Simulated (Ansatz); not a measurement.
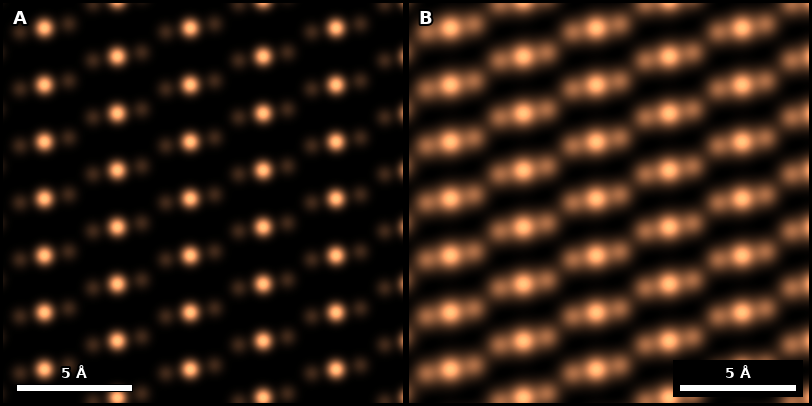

Two simulated images of the same area of ZrS₂ (P-3m1, No. 164) along [201], with a probe of 0.63 Å. One is incoherent Z contrast (Z^1.8 per atom), the other the projected potential of neutral atoms blurred by the probe (iDPC-like, thin sample). Brightness is counted from the darkest point of the image. Atomic positions: the geometry relaxed with DFT, PBE, PAW with Ansatz's default frozen-core files, scalar-relativistic (Ansatz 0.2.0); the starting structure was generated, so it need not be a known form of this composition.

Q: Which panel is which, and how can one tell?

A is the Z-contrast image and B the potential image. The columns of 1 S per repeat reach about 19 % of the brightest peak (1 Zr) in A but about 53 % in B, mainly since the potential grows much more slowly with atomic number.
